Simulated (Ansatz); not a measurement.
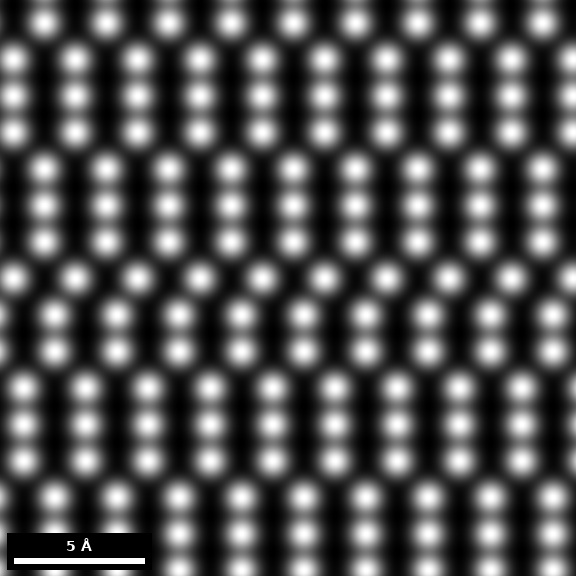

Dark-field STEM-like image of Ge (P6/mmm, No. 191) along [101]. Simulated incoherent Z contrast: every atom adds Z^1.6 spread by a probe of 0.91 Å full width; channelling and multiple scattering are left out. The display is stretched by a gamma of 0.8; percentages refer to the linear signal.

One planar defect was built into the perfect crystal by geometry alone, without relaxation. Host structure: a calculation's starting geometry; the starting structure was generated, so it need not be a known form of this composition.

> Find the planar defect and say what kind it is.

A planar fault (a stacking fault) runs horizontally about 11 Å below the top edge. The part above it is shifted along the boundary by 1/3 of the 2.38 Å repeat of the rows (0.8 Å to the right, the same as 1.6 Å to the left); both parts keep the same orientation.
